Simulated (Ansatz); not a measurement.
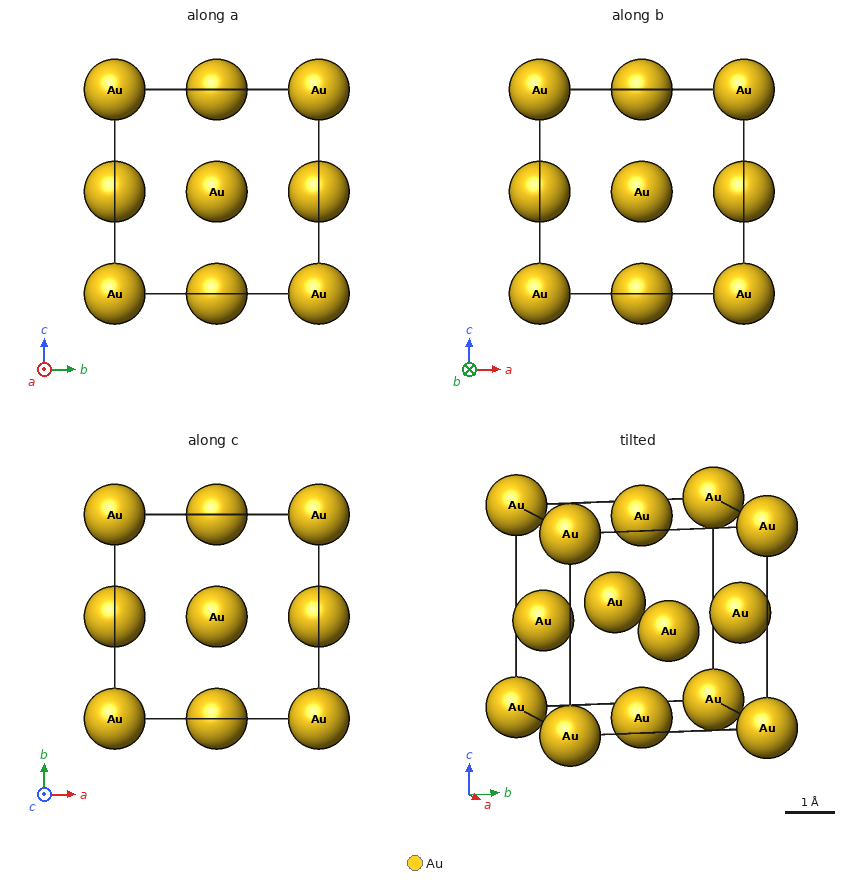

This spheres-only model is shown along the a axis, along the b axis, along the c axis and slightly off an axis. One conventional unit cell is outlined, and atoms on its boundary appear in each equivalent place.

Lattice parameters: a = 4.238 Å, b = 4.238 Å, c = 4.238 Å, α = 90.00°, β = 90.00°, γ = 90.00°.

**Give the structure in the form of a table of Wyckoff sites.**

Space group Fm-3m (No. 225).
| atom | site | x | y | z |
| --- | --- | --- | --- | --- |
| Au | 4a | 0.0000 | 0.0000 | 0.0000 |

The initial geometry was a structure type filled with this element by a generator (whether the element takes this form wasn't checked). The cell was then strained or its atoms displaced on purpose. Ansatz was used for an electronic-structure calculation on it.

At this level of theory the cell isn't at rest (stretched, at -7 GPa), so its distances can differ from those at equilibrium, the more so the softer the solid.
